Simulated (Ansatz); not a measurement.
```xyz
4
Lattice="2.7705 0.0000 0.0000 -1.3852 2.3993 0.0000 0.0000 0.0000 23.7863" Properties=species:S:1:pos:R:3 pbc="T T T"
Pt    1.3853    0.7998    8.5000
Pt    0.0000    1.5995   10.7621
Pt    0.0000    0.0000   12.9985
Pt    1.3853    0.7998   15.2656
```

Method: DFT PBEsol, scalar-relativistic, plane waves, PAW in Ansatz.

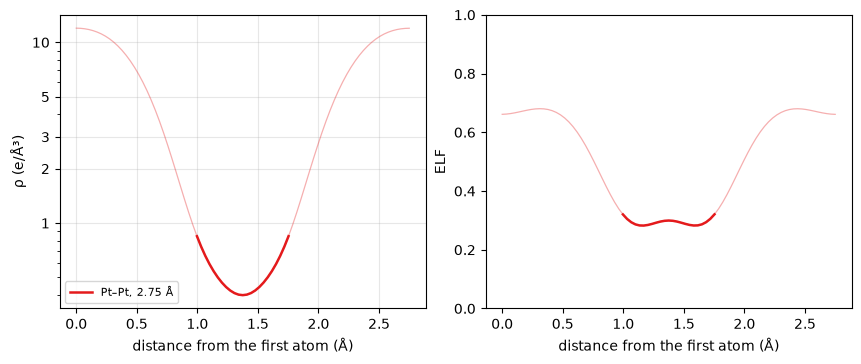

Pt (slab). Valence pseudo-density and electron localisation function along straight lines between neighbouring atoms. Thin, pale parts lie inside the atomic spheres.

Core electrons are frozen (PAW), and the valence fields are smoothed inside the atomic spheres.

What can be read from the curves?

Pt–Pt (2.75 Å): ρ at the midpoint is about 0.4 e/Å³; the ELF is about 0.30 at the midpoint; no localised pair shows between them.
